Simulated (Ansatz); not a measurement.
**TiAl(102) (P4/mmm bulk, 14 atomic planes (those closer than 0.6 Å count as one), 10 Å, Ti-terminated): images, spectra and barriers**

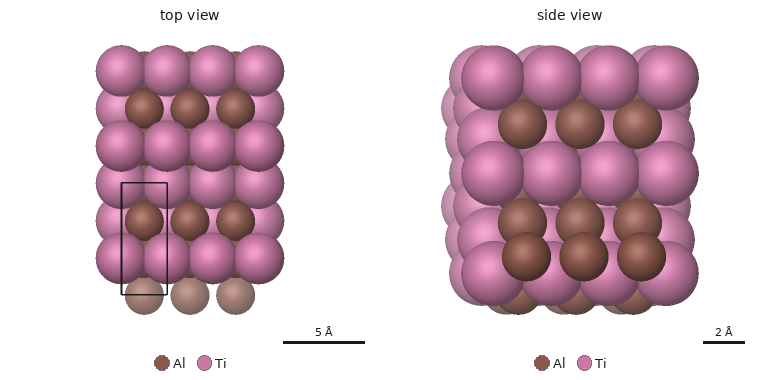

The relaxed structure from above and from the side.

These are results of DFT PBEsol, scalar-relativistic, plane waves, PAW (Ansatz), not measurements. Cutoff 420 eV, 21 × 9 k-points, Gaussian smearing 0.1 eV, dipole correction. The slab is a cut without reconstruction beyond its cell, at the source's lattice constants, with its lower half held fixed and the rest relaxed. No spin polarisation. The run warns that the functional's potential is rough in the thin density of the vacuum, where the tip is; weak contrasts and barriers may feel it.

The STM signal is simulated in the Tersoff–Hamann approximation. Bias windows are sharp sums over the levels of the k mesh.

```cif
data_structure
_symmetry_space_group_name_H-M 'P 1'
_symmetry_Int_Tables_number 1
_cell_length_a 2.8373
_cell_length_b 6.9769
_cell_length_c 30.7296
_cell_angle_alpha 90.000
_cell_angle_beta 90.000
_cell_angle_gamma 90.000
_cell_volume 608.31
loop_
_atom_site_label
_atom_site_type_symbol
_atom_site_fract_x
_atom_site_fract_y
_atom_site_fract_z
_atom_site_occupancy
Al1 Al 0.50000 0.66538 0.32542 1
Ti1 Ti 0.00000 0.33076 0.35228 1
Al2 Al 0.50000 0.99614 0.37914 1
Ti2 Ti 0.00000 0.66152 0.40599 1
Al3 Al 0.50000 0.32690 0.43285 1
Ti3 Ti 0.00000 0.99228 0.45971 1
Al4 Al 0.50000 0.65766 0.48657 1
Ti4 Ti 0.00000 0.32357 0.51239 1
Al5 Al 0.50000 0.98837 0.53866 1
Ti5 Ti 0.00000 0.65794 0.56678 1
Al6 Al 0.50000 0.32422 0.59082 1
Ti6 Ti 0.00000 0.99391 0.61603 1
Al7 Al 0.50000 0.65463 0.64789 1
Ti7 Ti 0.00000 0.32545 0.66502 1
```

The last single point took 2 min on 2 threads of AMD EPYC 9R45 96-Core Processor (Zen 5), with other jobs on the host, peak memory 2.3 GiB.

### 1. One image

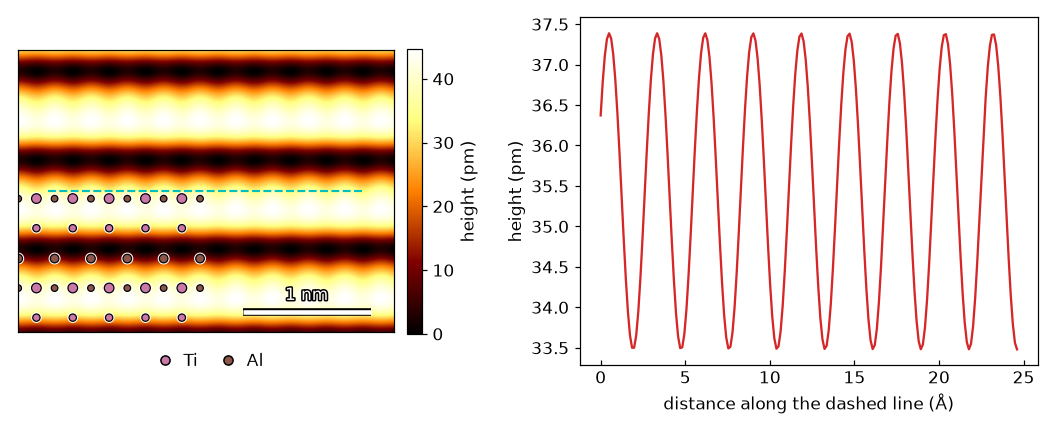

Constant-current image at a set point of 1.1 × 10⁻⁵ e/Å³ of this surface, sample bias −1.00 V. The atoms seen from above are drawn over one corner (deeper ones smaller). The right panel is the profile along the dashed line.

> Assign the bright and dark features to the surface structure.

The brightest spots lie over points 1.6 Å to the side of the top Ti atoms; the darkest points are over points 1.6 Å to the side of the Al atoms 0.5 Å below the top plane. The corrugation is 45 pm at a mean tip height of 4.5 Å.

### 2. Approach curves

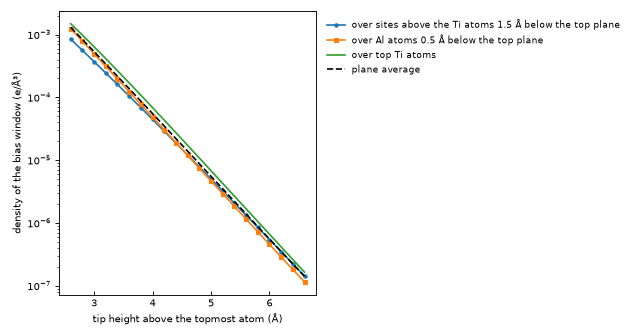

Approach curves over this surface at a sample bias of −2.00 V.

> How fast does the current decay, and what apparent barrier height does that imply?

Near 4 Å the plane average falls as exp(−2.29 z/Å), a factor of 9.8 per ångström, which gives an apparent barrier of 5.0 eV (0.952 eV Å² times the slope squared). The vacuum level lies 3.76 eV above zero bias. The apparent barrier is above 3.76 eV. At 4 Å the 0.25 eV of states nearest the highest filled state carry 37 % of the density.

### 3. Bias series

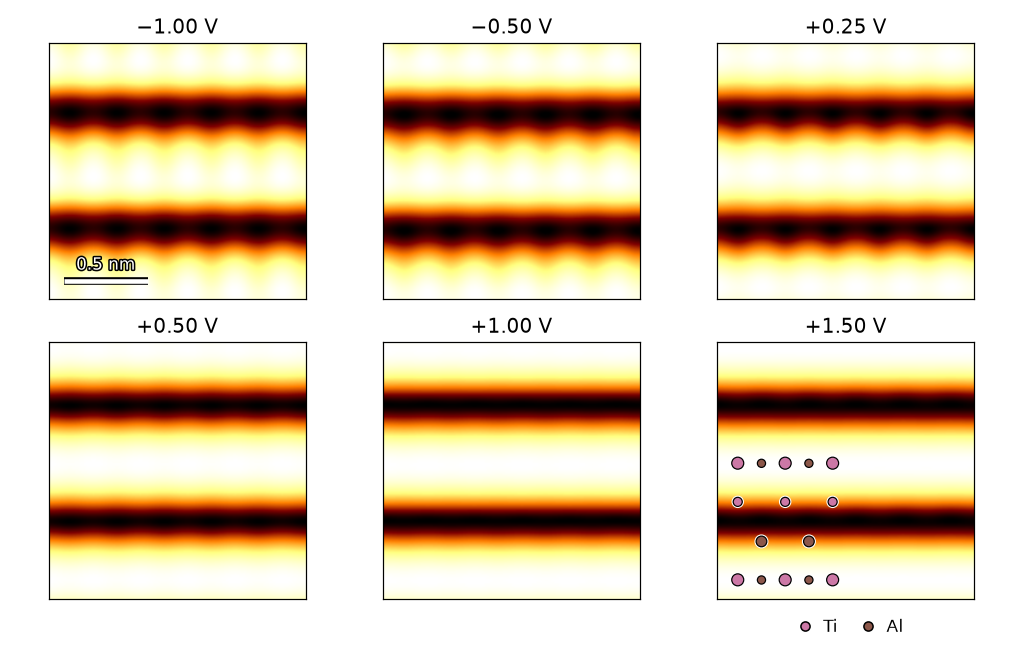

Constant-current images of this surface at 6 sample biases, each on its own colour scale; the last has the atoms seen from above drawn over one corner (deeper ones smaller).

> How do the images change with bias?

```csv
bias,set point (e/Å³),corrugation,brightest over
−1.00 V,3.5 × 10⁻⁵,51 pm,points 1.6 Å to the side of the top Ti atoms
−0.50 V,2.8 × 10⁻⁵,62 pm,points 1.6 Å to the side of the top Ti atoms
+0.25 V,3.2 × 10⁻⁵,1.3 Å,sites above the Al atoms 2.3 Å below the top plane
+0.50 V,1.5 × 10⁻⁴,1.7 Å,sites above the Al atoms 2.3 Å below the top plane and top Ti atoms
+1.00 V,2.6 × 10⁻⁴,1.8 Å,sites above the Al atoms 2.3 Å below the top plane and top Ti atoms
+1.50 V,3.3 × 10⁻⁴,1.7 Å,sites above the Al atoms 2.3 Å below the top plane and top Ti atoms
```

The slab has states at the Fermi level, so this model gives a current down to small biases. Its work function (top face) is 3.76 eV.
